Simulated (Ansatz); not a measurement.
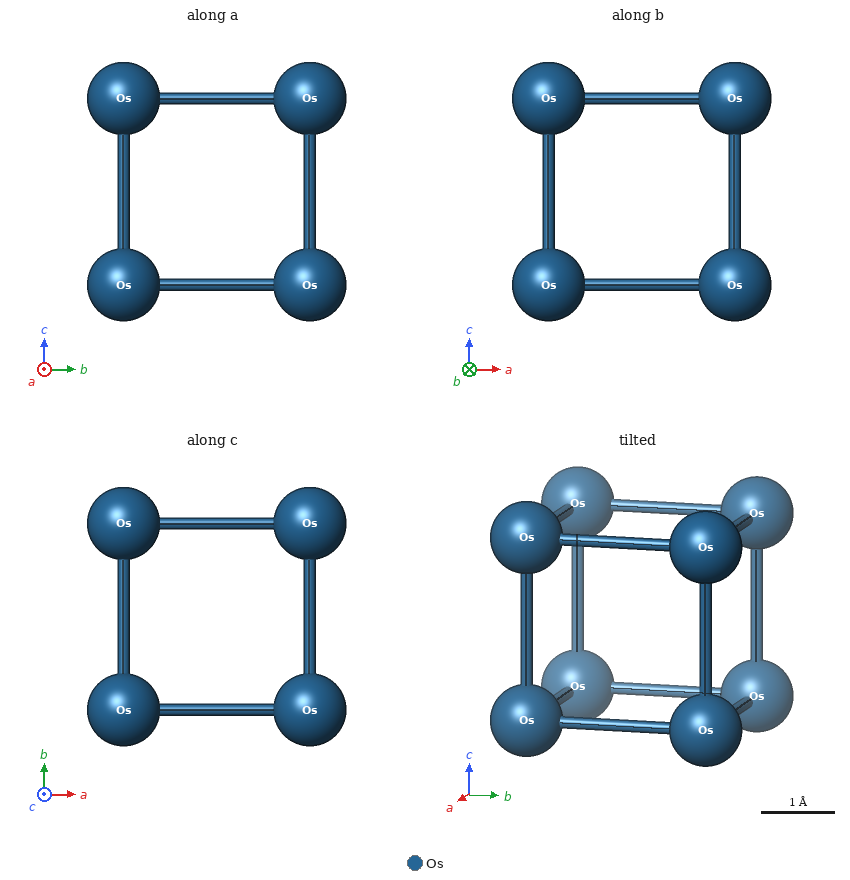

Drawn in the ball-and-stick manner and seen along the a axis, along the b axis, along the c axis and slightly off an axis. The wireframe shows the conventional unit cell.

Lattice parameters: a = 2.5652 Å, b = 2.5652 Å, c = 2.5652 Å, α = 90.000°, β = 90.000°, γ = 90.000°.

Transcribe the picture into a CIF with its space group and independent sites.

```cif
data_structure
_symmetry_space_group_name_H-M 'P m -3 m'
_symmetry_Int_Tables_number 221
_cell_length_a 2.5652
_cell_length_b 2.5652
_cell_length_c 2.5652
_cell_angle_alpha 90.000
_cell_angle_beta 90.000
_cell_angle_gamma 90.000
_cell_volume 16.88
loop_
_atom_site_label
_atom_site_type_symbol
_atom_site_symmetry_multiplicity
_atom_site_Wyckoff_symbol
_atom_site_fract_x
_atom_site_fract_y
_atom_site_fract_z
_atom_site_occupancy
Os1 Os 1 a 0.0000 0.0000 0.0000 1
```

The cell started as a structure type filled with this element by a generator (whether the element takes this form wasn't checked). Relaxation method: Ansatz 0.2.0, DFT, revPBE, plane waves (420 eV) with PAW, scalar-relativistic.
